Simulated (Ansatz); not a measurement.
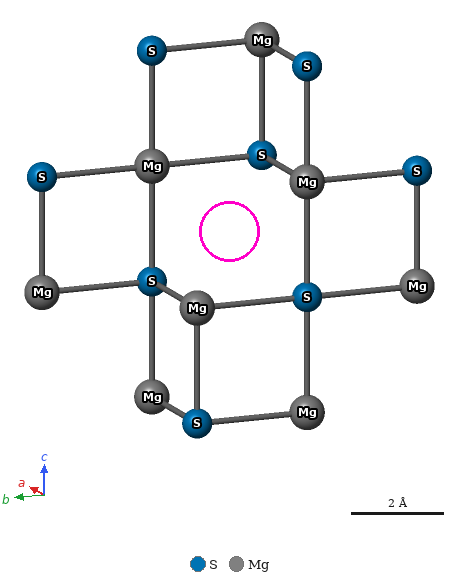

Perfect MgS. A ball-and-stick model of the atoms within 5.4 Å of one point, in a slice 3.4 Å thick across the line of sight, seen from a free direction.

Method: DFT, PBEsol, PAW, plane waves in Ansatz. (plane-wave cutoff 420 eV; k-point mesh 1 × 1 × 1; mesh shifted by (0.25, 0.25, 0.25); collinear spin) Fermi-Dirac smearing of 0.01 eV. A uniform background neutralises the charged cell. The axes drawn are those of the host's conventional cell.

An extra sulfur atom is put between the host's atoms (an interstitial) at the ringed place, in charge state +1. The supercell has 64 sites, and the atoms are relaxed at the host's cell.

> How do the neighbours respond?

The S atom starts with 4 S at 2.24 to 2.25 Å, 4 Mg at 2.24 to 2.25 Å around its place and ends with 4 Mg at 2.48 to 2.50 Å, 4 S at 2.57 Å. Of the host's atoms, a sulfur atom moves furthest from its site, by 0.34 Å. The cell's net moment is 3.00 μB.

The relaxed defect, seen from the same direction:

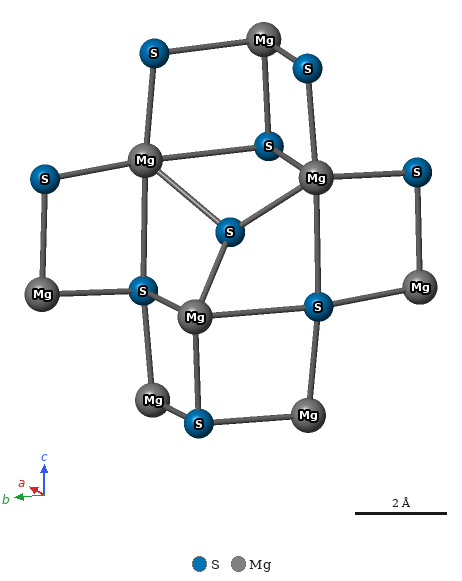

Limits of the set-up: the cell is charged, on a uniform background, and energies carry no finite-size correction.
